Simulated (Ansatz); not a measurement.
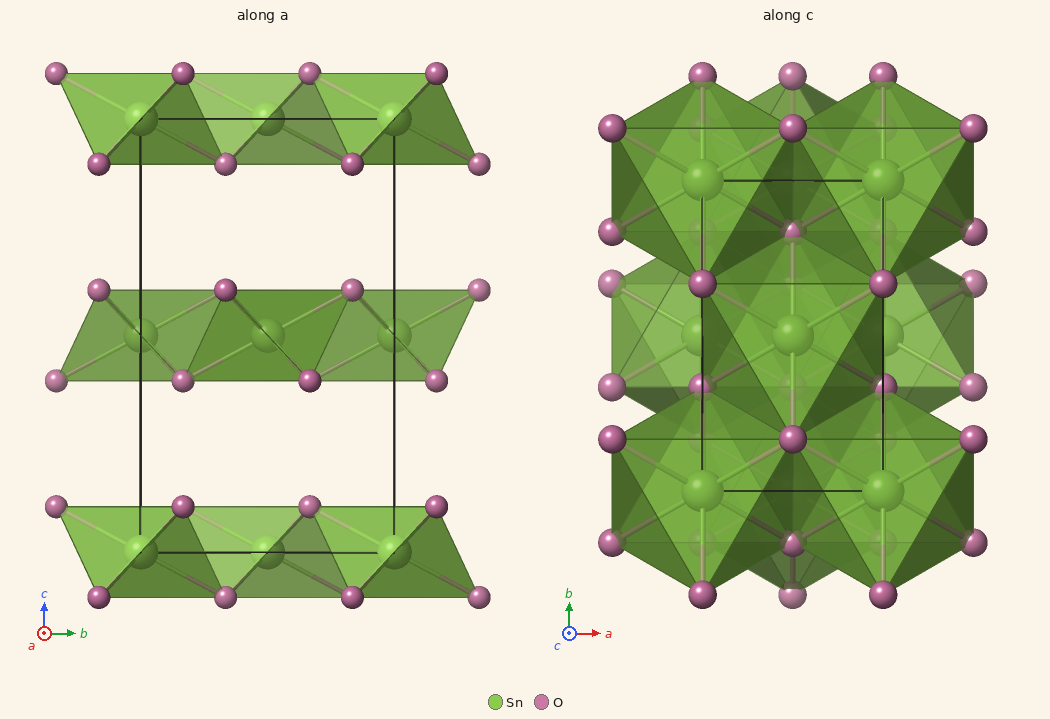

Polyhedral representation of a periodic structure, projected along the a axis and along the c axis. The lines enclose the drawn cell (a repeat of the simulation cell); boundary atoms appear with their images. A few atoms beyond the faces are included.

SnO$_{2}$, a = 3.20 Å, b = 5.52 Å, c = 9.43 Å, α = 90.00°, β = 90.00°, γ = 90.00°.

Theory: Ansatz, DFT r2SCAN, scalar-relativistic, plane waves, PAW. Numerical settings: E_cut = 500 eV, k-points about 0.28 Å⁻¹ apart, Gaussian smearing of 0.05 eV, no spin polarisation.

**How large a gap does the method give, if there is one?**

A semiconductor at this level, with a gap of 2.63 eV on the k-mesh (the true edges may lie between mesh points, so the gap can be somewhat smaller).

The cell started as a structure listed in the Materials Project. Cell shown after relaxation with DFT r2SCAN, scalar-relativistic, plane waves, PAW (Ansatz 0.2.0).
